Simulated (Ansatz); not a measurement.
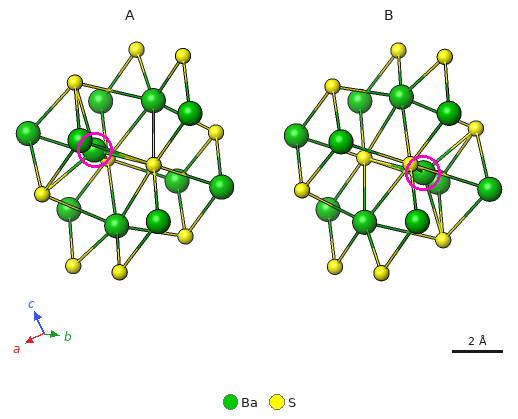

The two relaxed end points of a path for a defect cell of composition Ba₉S₈ (17 atoms in the cell). The picture is a ball-and-stick view of the atoms within 5.8 Å of the middle of the path, seen from a free direction. The moving atom is ringed, with any periodic copies. Bonds to atoms that aren't drawn are left out.

Level of theory: Ansatz, DFT PBE, scalar-relativistic, plane waves, PAW.

The input:
```yaml
crystal:
  lattice:
    - [6.4285179485, 0.0, 6.4285179485]
    - [0.0, -6.4285179485, 6.4285179485]
    - [6.4285179485, -6.4285179485, 0.0]
  atoms:
    - { symbol: Ba, position: [-0.0002138069, 0.4997408605, 0.4998674355] }
    - { symbol: Ba, position: [-0.0002020946, 0.0001666954, 0.4998853387] }
    - { symbol: Ba, position: [0.5001866909, 0.499783095, 0.4998413832] }
    - { symbol: Ba, position: [0.5195056688, 0.0195952347, 0.440895441] }
    - { symbol: Ba, position: [-0.0001866909, 0.4998333046, 1.0001146613] }
    - { symbol: Ba, position: [-0.0593831431, 0.0196539589, 1.0196457686] }
    - { symbol: Ba, position: [0.5197550642, 0.4403496646, 1.0197741148] }
    - { symbol: Ba, position: [0.5197318961, 0.0196631923, 1.0197558538] }
    - { symbol: S, position: [0.7549009802, 0.7349515536, 0.2549571068] }
    - { symbol: S, position: [0.7549006221, 0.2547277528, 0.2549606557] }
    - { symbol: S, position: [0.2457840609, 0.7457360497, 0.2623113568] }
    - { symbol: S, position: [0.2349768724, 0.2548109121, 0.2549505823] }
    - { symbol: S, position: [0.7620111021, 0.7458309324, 0.745900457] }
    - { symbol: S, position: [0.7549143983, 0.2548234514, 0.7349954406] }
    - { symbol: S, position: [0.2459183799, 0.745917654, 0.7459465148] }
    - { symbol: S, position: [0.2459371103, 0.2617336524, 0.7459610047] }
    - { symbol: Ba, position: [0.3749370759, 0.8746152803, 0.8753422723] }
basis:
  ecutwfc: 420
  xc_grid: 2
kpoints:
  mp_grid: { grid: [2, 2, 2], shift: [0.0, 0.0, 0.0] }
hamiltonian:
  xc: pbe
scf:
  occupations: { method: gaussian, width: 0.02 }
output:
  forces: true
neb:
  images: 5
  f_tol: 0.05
  max_iterations: 70
  order_check: false
  final_atoms:
    - { symbol: Ba, position: [-0.0200036556, 0.559104559, 0.4804943312] }
    - { symbol: Ba, position: [-0.0201211564, -0.0197741148, 0.4802449358] }
    - { symbol: Ba, position: [0.4998111692, 0.5001586168, 0.4998133091] }
    - { symbol: Ba, position: [0.5591509422, -0.0197558538, 0.4802681039] }
    - { symbol: Ba, position: [-0.000605511, 0.5001325645, 1.0002138069] }
    - { symbol: Ba, position: [-0.0200834156, -0.0196457686, 1.0593831431] }
    - { symbol: Ba, position: [0.4998499394, 0.5001146613, 1.0002020946] }
    - { symbol: Ba, position: [0.499761275, -0.0001146613, 1.0001866909] }
    - { symbol: S, position: [0.7448096406, 0.7450428932, 0.2450990198] }
    - { symbol: S, position: [0.7447332903, 0.2650045594, 0.2450856017] }
    - { symbol: S, position: [0.2645890306, 0.7450393443, 0.2450993779] }
    - { symbol: S, position: [0.2537424915, 0.254099543, 0.2379888979] }
    - { symbol: S, position: [0.7447383668, 0.7450494177, 0.7650231276] }
    - { symbol: S, position: [0.7377825487, 0.2540534852, 0.7540816201] }
    - { symbol: S, position: [0.2538314674, 0.7376886432, 0.7542159391] }
    - { symbol: S, position: [0.2536317673, 0.2540389953, 0.7540628897] }
    - { symbol: Ba, position: [0.1248946284, 1.1246577277, 0.6250629241] }
```

Run as
```bash
ansatz run input.yaml --threads 4 --pin off --max-ram 8192MiB --backend cpu --events-out ev --progress --plain --runs-dir out
```

Q: Predict the minimum-energy path and its barrier.

A: The barrier is about 1.67 eV in both directions, with image 3 at the top; the ends have the same energy. A Ba atom travels furthest, 3.22 Å from end to end, along [−1 1 −1], on a straight line. At the highest image its nearest neighbour (S) is 2.75 Å away, against 2.87 Å at the start, and the surrounding atoms stand up to 0.41 Å off the mean of their end positions. The band converged in 5 iterations, with a climbing image at the top.

Energies of the converged images:

```
image  path (Å)  E (eV)
    0      0.00   0.000
    1      0.69   0.207
    2      1.37   0.931
    3      2.06   1.668
    4      2.74   0.933
    5      3.42   0.209
    6      4.10   0.000
```

The geometry at the top of the path:

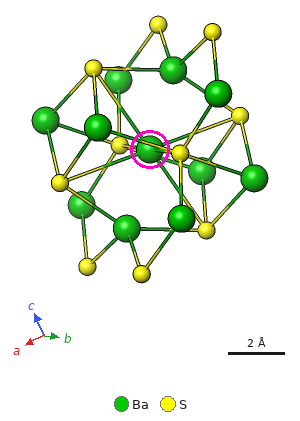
